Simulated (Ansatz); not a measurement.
# Single-point calculation, with input and output: Ge2H (part 1 of 2)

The run: single-point calculation of Ge2H (slab, 36 atoms in the cell). Method and program: DFT PBE+D3(BJ), scalar-relativistic, plane waves, PAW, no spin polarisation (Ansatz 0.2.0).

The structure derives from an entry of the Crystallography Open Database. It belongs to a series of runs on one base structure; here: the slab at its places in the relaxed adsorbed structure. Figures and captions count atoms from 1; the log counts them from 0 in places.

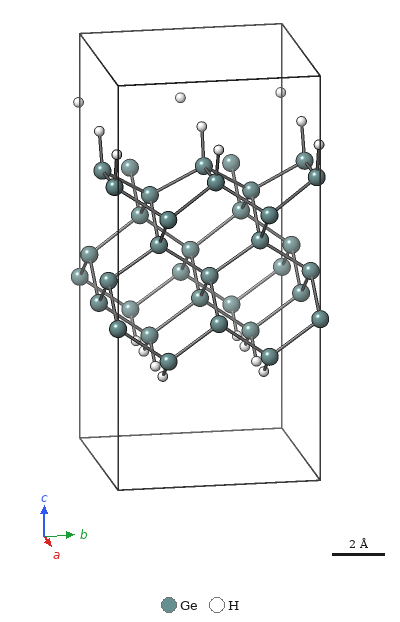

Figure 1. The structure as given in the input (ball-and-stick view of the cell of the calculation, with the vacuum cut short, seen slightly off an axis). An atom can appear more than once, as a periodic image.

## Input file
```yaml
crystal:
  lattice:
    - [8.0601468066, 0.0, 0.0]
    - [0.0, 8.0601468066, 0.0]
    - [0.0, 0.0, 32.6621764922]
  atoms:
    - { symbol: Ge, position: [0.5, 0.25, 0.2719765449] }
    - { symbol: Ge, position: [0.5, 0.75, 0.2719765449] }
    - { symbol: Ge, position: [0.0, 0.25, 0.2719765449] }
    - { symbol: Ge, position: [0.0, 0.75, 0.2719765449] }
    - { symbol: Ge, position: [0.5, 0.5, 0.3156002795] }
    - { symbol: Ge, position: [0.5, 0.0, 0.3156002795] }
    - { symbol: Ge, position: [0.0, 0.5, 0.3156002795] }
    - { symbol: Ge, position: [0.0, 0.0, 0.3156002795] }
    - { symbol: Ge, position: [0.75, 0.5, 0.359224014] }
    - { symbol: Ge, position: [0.75, 0.0, 0.359224014] }
    - { symbol: Ge, position: [0.25, 0.5, 0.359224014] }
    - { symbol: Ge, position: [0.25, 0.0, 0.359224014] }
    - { symbol: Ge, position: [0.7496985182, 0.7503078922, 0.4003023809] }
    - { symbol: Ge, position: [0.749296914, 0.2499427411, 0.4005313438] }
    - { symbol: Ge, position: [0.2493327369, 0.7502846034, 0.404853655] }
    - { symbol: Ge, position: [0.2493088452, 0.2500261403, 0.4050967205] }
    - { symbol: Ge, position: [-0.0112623991, 0.7511569391, 0.4468633266] }
    - { symbol: Ge, position: [-0.0116630125, 0.2505732276, 0.4471817413] }
    - { symbol: Ge, position: [0.5100002675, 0.7512770242, 0.4466082879] }
    - { symbol: Ge, position: [0.5099835222, 0.2502616609, 0.4471720744] }
    - { symbol: Ge, position: [0.9062576132, 0.000416089, 0.4858183674] }
    - { symbol: Ge, position: [0.9056308955, 0.5015957938, 0.4854207779] }
    - { symbol: Ge, position: [0.5923206465, -7.53209e-05, 0.4857714378] }
    - { symbol: Ge, position: [0.5913793064, 0.5018433032, 0.485302051] }
    - { symbol: H, position: [0.3505368365, 0.2502626066, 0.2427200928] }
    - { symbol: H, position: [0.3506223562, 0.7499110398, 0.2426964477] }
    - { symbol: H, position: [0.8474882069, 0.2502333621, 0.2437482169] }
    - { symbol: H, position: [0.8475840891, 0.7499042671, 0.2437191022] }
    - { symbol: H, position: [0.652951255, 0.2501578231, 0.2438980692] }
    - { symbol: H, position: [0.6530319509, 0.7499827169, 0.2439260108] }
    - { symbol: H, position: [0.1498852311, 0.2502617037, 0.2428517581] }
    - { symbol: H, position: [0.1500433191, 0.7499043892, 0.2429076545] }
    - { symbol: H, position: [0.9734208656, -0.0010366552, 0.5304284238] }
    - { symbol: H, position: [0.9734901959, 0.5031432965, 0.5299694938] }
    - { symbol: H, position: [0.5257819435, -0.0025903138, 0.5304347293] }
    - { symbol: H, position: [0.5227614708, 0.5047820739, 0.5298060499] }
basis:
  ecutwfc: 420
kpoints:
  mp_grid: { grid: [3, 3, 1] }
hamiltonian:
  xc: pbe
  dispersion: d3bj
scf:
  occupations: { method: gaussian, width: 0.1 }
output:
  forces: true
  eigenvalues: true
  write_density: true
  volumetric_format: npy
efield:
  axis: 3
  dipole_correction: true
  ramp_width: 0.04
```

Run as:
```bash
ansatz run input.yaml --threads 8 --pin off --max-ram 20480MiB --backend cpu --events-out ev --progress --plain --runs-dir out
```

## Output
```
Engine: ansatz 0.2.0, aarch64-unknown-linux-gnu
Pseudopotentials: kind: paw
Pseudopotential: Ge, paw, valence charge 14, recommended cutoff 420 eV (normal), Ge.paw.azcp
Pseudopotential: H, paw, valence charge 1, recommended cutoff 420 eV (normal), H.paw.azcp
Functional definition: PBE
  parameter kappa = 0.804
  parameter beta = 0.06672455060314922
  exchange = pbe_x(kappa = kappa, mu = beta*pi^2/3)
  correlation = pbe_c(beta = beta)
Crystal: 36 atoms, lattice volume = 2121.930 Å³
Basis set: ecut = 420 eV, 41533 PW (Γ), exchange–correlation on 108×108×450 points (8 copies of the dense FFT grid, shifted against one another)
Bands: 210, of which v1, the nominal top of the filled ones, is band 174 counted from 1 (173 counted from 0)
Symmetry: 1 space group operations
Space group: P1 (ITA 1), of the structure as read, at distance tolerance 1.3e-4 Å
k-points: 5 of 9 (time reversal used)
Non-local potential: Ge, projectors of the file, l = 0: 2, l = 1: 2, l = 2: 3, l = 3: 1
Non-local potential: H, projectors of the file, l = 0: 2, l = 1: 1
PAW form: soft (Blöchl's): semilocal exchange-correlation on the pseudo side does not see the compensation charge
PAW one-centre angular grid: Ge, 590 points (default); XC on 64 Gauss nodes
PAW one-centre angular grid: H, 110 points (default); XC on 64 Gauss nodes
Initial density: superposition of atomic densities (neutral atoms: chi_scale 0, normalization atom), corrected by the library's trained network
Initial wavefunctions: pseudopotential atomic-orbital guess
Functional: x = pbe(κ = 0.804, μ = 0.2195149727645171), c = pbe(β = 0.06672455060314922)
SCF iter   1: F=—  HF=-103271.571466 eV  |F-HF|=—  |Δ(HF+E_count)|=         —  Δρ=9.43e-4  dr2=9.60e-2  ethr=1.77e-3  p=-0.076 e·Å  D=-6.45e-3 V/Å  ΔV_dip=0.21 eV  dr2_dipole=1.83e-2  V_vac-E_F(+/−)=4.56/4.35 eV  ⟨swp⟩=7.0  Hψ=4151  notcnv=0  defer=4
efield: sawtooth ramp at fractional position 0.8666 (placed from the atoms, in the widest stretch of the axis that holds none; the zero of the levels goes with the place), width 0.0400; the density the first Hamiltonian is built on has a dipole p = -0.076 e·Å; the dipole correction subtracts the counter field D = -6.45e-3 V/Å, which shifts the + side's vacuum level by +0.21 eV against the − side's; the planar-averaged density in the ramp window peaks in size at 3.9e-7 e/Å³
preconditioner: auto → Resta (q_TF=auto, 2.019 Å⁻¹)  ε∞=1.5  [insulator: Δε(μ)=0.936 eV  Ē_g=21.804 eV  σ=0.100 eV  W_gap=1.00  n_scr=304 (ndim 8)  ℏωp=15.0 eV  f_vac=0.681  D(μ)=0.00/eV (n_scr^D=0)  ε∞_Penn≈1.5  vacuum switching on, ρ_ref=3.4e-2 e/Å³]
SCF iter   2: F=—  HF=-103271.621315 eV  |F-HF|=—  |Δ(HF+E_count)|=   4.98e-2  Δρ=1.16e-3  dr2=5.42e-1  ethr=2.76e-5  p=0.163 e·Å  D=1.39e-2 V/Å  ΔV_dip=-0.45 eV  dr2_dipole=1.69e-1  V_vac-E_F(+/−)=4.13/4.59 eV  ⟨swp⟩=3.0  Hψ=2254  notcnv=0  defer=112
SCF iter   3: F=—  HF=-103271.563992 eV  |F-HF|=—  |Δ(HF+E_count)|=   5.73e-2  Δρ=4.78e-4  dr2=3.90e-2  ethr=2.76e-5  p=-0.061 e·Å  D=-5.22e-3 V/Å  ΔV_dip=0.17 eV  dr2_dipole=1.14e-2  V_vac-E_F(+/−)=4.41/4.24 eV  ⟨swp⟩=2.2  Hψ=1104  notcnv=0  defer=112
SCF iter   4: F=—  HF=-103271.561465 eV  |F-HF|=—  |Δ(HF+E_count)|=   2.53e-3  Δρ=1.78e-4  dr2=2.62e-3  ethr=1.12e-5  p=-0.014 e·Å  D=-1.18e-3 V/Å  ΔV_dip=0.04 eV  dr2_dipole=1.06e-5  V_vac-E_F(+/−)=4.35/4.31 eV  ⟨swp⟩=1.2  Hψ=1211  notcnv=0  defer=37
SCF iter   5: F=—  HF=-103271.561770 eV  |F-HF|=—  |Δ(HF+E_count)|=   3.05e-4  Δρ=9.09e-5  dr2=5.55e-4  ethr=7.54e-7  p=-0.013 e·Å  D=-1.07e-3 V/Å  ΔV_dip=0.03 eV  dr2_dipole=1.82e-6  V_vac-E_F(+/−)=4.30/4.27 eV  ⟨swp⟩=2.0  Hψ=1087  notcnv=0  defer=37
SCF iter   6: F=—  HF=-103271.561778 eV  |F-HF|=—  |Δ(HF+E_count)|=   7.57e-6  Δρ=4.08e-5  dr2=4.05e-5  ethr=1.59e-7  p=-0.012 e·Å  D=-9.91e-4 V/Å  ΔV_dip=0.03 eV  dr2_dipole=2.77e-8  V_vac-E_F(+/−)=4.30/4.27 eV  ⟨swp⟩=2.0  Hψ=1082  notcnv=0  defer=37
SCF iter   7: F=—  HF=-103271.562012 eV  |F-HF|=—  |Δ(HF+E_count)|=   2.35e-4  Δρ=1.77e-5  dr2=1.02e-5  ethr=1.16e-8  p=-0.012 e·Å  D=-1.00e-3 V/Å  ΔV_dip=0.03 eV  dr2_dipole=4.53e-15  V_vac-E_F(+/−)=4.30/4.27 eV  ⟨swp⟩=2.0  Hψ=1768  notcnv=0  defer=37
SCF iter   8: F=—  HF=-103271.562016 eV  |F-HF|=—  |Δ(HF+E_count)|=   3.64e-6  Δρ=8.23e-6  dr2=9.72e-7  ethr=2.92e-9  p=-0.012 e·Å  D=-1.00e-3 V/Å  ΔV_dip=0.03 eV  dr2_dipole=1.74e-11  V_vac-E_F(+/−)=4.30/4.27 eV  ⟨swp⟩=2.0  Hψ=1128  notcnv=0  defer=37
SCF iter   9: F=—  HF=-103271.562018 eV  |F-HF|=—  |Δ(HF+E_count)|=   2.04e-6  Δρ=2.72e-6  dr2=2.87e-7  ethr=2.79e-10  p=-0.012 e·Å  D=-1.01e-3 V/Å  ΔV_dip=0.03 eV  dr2_dipole=9.58e-12  V_vac-E_F(+/−)=4.30/4.27 eV  ⟨swp⟩=2.0  Hψ=1768  notcnv=0  defer=37
SCF iter  10: F=-103271.562018 eV  HF=-103271.562018 eV  |F-HF|=3.23e-8  |Δ(HF+E_count)|=   3.21e-8  Δρ=8.72e-7  dr2=3.34e-8  ethr=2.87e-11  p=-0.012 e·Å  D=-1.01e-3 V/Å  ΔV_dip=0.03 eV  dr2_dipole=1.03e-11  V_vac-E_F(+/−)=4.30/4.27 eV  ⟨swp⟩=12.8  Hψ=4758  notcnv=0
SCF 1 converged in 10 iterations: F = -103271.562018 eV  dr2 = 3.34e-8
  greatest PAW one-centre occupation: 0.998 electrons in one spin orbital (limit 2), on the Ge atom at site 1 (counted from 0), in its partial waves of l = 2
```

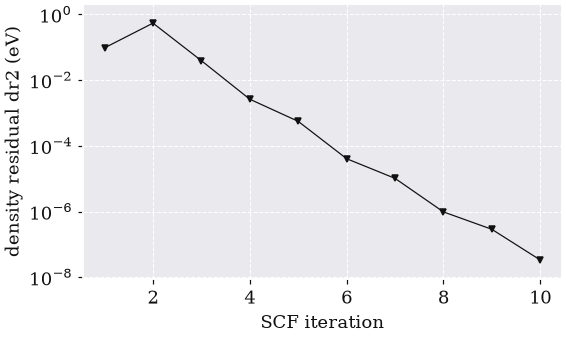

Figure 2. Convergence of the self-consistent field: density residual dr2 against the SCF iteration. The residual comes down, with one marked jump up, by a factor of about 6, at step 2.

```
SCF converged after 10 iterations
Free energy (F): -103271.562018 eV
Harris-Foulkes:  -103271.562018 eV  (|F-HF|=3.23e-8)
Internal energy: -103271.562018 eV  (E = F + TS)
E sigma→0 (E₀):  -103271.562018 eV
Fermi energy:    -0.918891 eV
Dipole field:    D = -0.001009 V/Å  (p = -0.011834 e·Å, saw-weighted, corrected)
Work function:   Φ+ = 4.3005 eV   Φ− = 4.2675 eV
Levels:          The Fermi level and band energies are counted from a zero that moves with the ramp; work functions are not
--- Per-component energies (eV) ---
  E_band       = -6781.986747
  E_kinetic    = 2827.848365
  E_local      = -553502.074145  (includes V_loc(G=0)·N_el)
  E_nonlocal   = 10070.592228
  E_hartree    = 271517.726309
  E_xc         = -1913.868943
  E_vxc        = -1679.544560  (∫ρ·V_xc dr)
  E_paw        = -48491.877167  (= ΣΔE_a)
  E_vpaw       = -7534.167957  (= ΣTr[D̂ρ^β])
  E_aug_tail   = -0.007981  (compensation charges beyond the density's cutoff)
  E_efield     = 0.000006  (sawtooth field / dipole correction)
  E_vefield    = -0.087800  (∫n·V_field dr)
  E_ewald      = 216225.822282
  E_disp       = -5.722972  (pairwise vdW)
  E_smearing   = -0.000000  (= −TS)
  E_closure    = -0.000000  (closes the sum)
  Σ components = -103271.562018   (vs F -103271.562018, Δ=0.00e0)
--- Forces (eV/Å), atoms counted from 1 ---
  atom   1  Ge    -0.12738139    -0.00038361     0.23313811
  atom   2  Ge    -0.12437745     0.00013366     0.23540688
  atom   3  Ge     0.12939461    -0.00043815     0.23163122
  atom   4  Ge     0.12808073     0.00025010     0.23632541
  atom   5  Ge     0.10181676    -0.00042596    -0.17772075
  atom   6  Ge     0.10202420     0.00682764    -0.17904252
  atom   7  Ge    -0.10486889    -0.00431239    -0.17753207
  atom   8  Ge    -0.10529453     0.01040906    -0.18004219
  atom   9  Ge    -0.00505953    -0.01284392    -0.48201272
  atom  10  Ge    -0.00369189     0.02950604    -0.51057070
  atom  11  Ge    -0.00845030    -0.00946710     0.40692809
  atom  12  Ge    -0.01387642     0.02294816     0.39152779
  atom  13  Ge     0.00356605    -0.00036874    -0.00237959
  atom  14  Ge     0.00075526    -0.00028137    -0.00331256
  atom  15  Ge    -0.00482346    -0.00085013    -0.00220800
  atom  16  Ge    -0.00140286    -0.00149158    -0.00231532
  atom  17  Ge    -0.00783879    -0.00135020    -0.01418274
  atom  18  Ge     0.00449078     0.00375976    -0.02447392
  atom  19  Ge     0.01150390    -0.00252014    -0.00650369
  atom  20  Ge    -0.00059369     0.00294603    -0.02021315
  atom  21  Ge     0.00928427    -0.00352231    -0.02297189
  atom  22  Ge     0.01407227    -0.01293260     0.01806215
  atom  23  Ge    -0.00086780     0.00697025    -0.01716491
  atom  24  Ge     0.00148817    -0.01606055     0.03272171
  atom  25  H      0.00041071    -0.00051327     0.00070124
  atom  26  H     -0.00030315     0.00029232    -0.00001670
  atom  27  H      0.00091955    -0.00033350     0.00060019
  atom  28  H      0.00037467     0.00013595    -0.00021179
  atom  29  H     -0.00055668    -0.00030313     0.00038940
  atom  30  H     -0.00001299     0.00012909    -0.00024574
  atom  31  H     -0.00074240    -0.00042005     0.00067345
  atom  32  H     -0.00014790     0.00018650    -0.00047519
  atom  33  H     -0.01142671     0.00431550     0.00839057
  atom  34  H     -0.02118228    -0.01112082     0.01667020
  atom  35  H      0.00347377     0.01060133     0.00571917
  atom  36  H      0.03124154    -0.01947254     0.00469784
  max |Σ_I F_I| component: 1.27e-5 eV/Å
--- Band table (eV; the first three rows and the last of 5) ---
  k-point 0: bands = ["-25.7132", "-25.7047", "-25.6936", "-25.6886", "-25.6856", "-25.6800", "-25.6512", "-25.6456", "-25.6393", "-25.6215", "-25.6112", "-25.5904", "-25.5845", "-25.5729", "-25.5718", "-25.5639", "-25.5590", "-25.5581", "-25.5566", "-25.5529", "-25.5455", "-25.5387", "-25.5345", "-25.5305", "-25.5278", "-25.5269", "-25.5261", "-25.5247", "-25.5228", "-25.5213", "-25.5192", "-25.5116", "-25.5097", "-25.5011", "-25.4970", "-25.4841", "-25.4813", "-25.4797", "-25.4749", "-25.4737",
      "-25.4730", "-25.4640", "-25.4602", "-25.4554", "-25.4531", "-25.4519", "-25.4483", "-25.4420", "-25.4416", "-25.4363", "-25.4337", "-25.4286", "-25.4252", "-25.4212", "-25.4188", "-25.4097", "-25.4095", "-25.4077", "-25.4024", "-25.3956", "-25.3911", "-25.3897", "-25.3816", "-25.3769", "-25.3754", "-25.3749", "-25.3737", "-25.3715", "-25.3689", "-25.3667", "-25.3587", "-25.3582", "-25.3573", "-25.3563", "-25.3547", "-25.3505", "-25.3422", "-25.3393", "-25.3379", "-25.3309",
      "-25.3289", "-25.3240", "-25.3172", "-25.3150", "-25.3127", "-25.3110", "-25.2904", "-25.2860", "-25.2809", "-25.2776", "-25.2641", "-25.2527", "-25.2474", "-25.2462", "-25.2404", "-25.2374", "-25.2367", "-25.2326", "-25.2318", "-25.2284", "-25.2130", "-25.2103", "-25.2037", "-25.2023", "-25.1999", "-25.1977", "-25.1918", "-25.1914", "-25.1901", "-25.1891", "-25.1879", "-25.1789", "-25.1743", "-25.1692", "-25.1667", "-25.1643", "-25.1584", "-25.1544", "-25.1538", "-25.1522",
      "-13.1860", "-12.4285", "-11.5096", "-11.4649", "-11.4599", "-11.4493", "-11.1451", "-11.1327", "-10.7562", "-10.7439", "-9.8570", "-9.5664", "-9.5580", "-9.4884", "-9.4549", "-9.4249", "-9.0745", "-8.1189", "-7.9039", "-7.8651", "-7.7618", "-7.4683", "-7.3993", "-6.6973", "-6.5313", "-5.3709", "-5.2954", "-5.0280", "-4.7998", "-4.5473", "-4.2935", "-4.2736", "-4.2615", "-4.1133", "-3.9696", "-3.7738", "-3.7152", "-3.6184", "-3.5645", "-3.1748",
      "-3.1697", "-3.1562", "-2.9414", "-2.9060", "-2.6928", "-2.6666", "-2.2868", "-2.2037", "-2.1926", "-2.1326", "-2.0359", "-1.8373", "-1.6994", "-1.4759", "-0.4646", "-0.1479", "0.1361", "0.1543", "0.2062", "0.2540", "0.3528", "0.8472", "0.8556", "0.9582", "1.0089", "1.0548", "1.1440", "1.3249", "2.0007", "2.1251", "2.3093", "2.3722", "2.3818", "2.3988", "2.4205", "2.6820", "2.9176", "2.9554", "3.0641", "3.1138",
      "3.1299", "3.1339", "3.3049", "3.3362", "3.4207", "3.4371", "3.4663", "3.7020", "3.7253", "3.8027"]
```
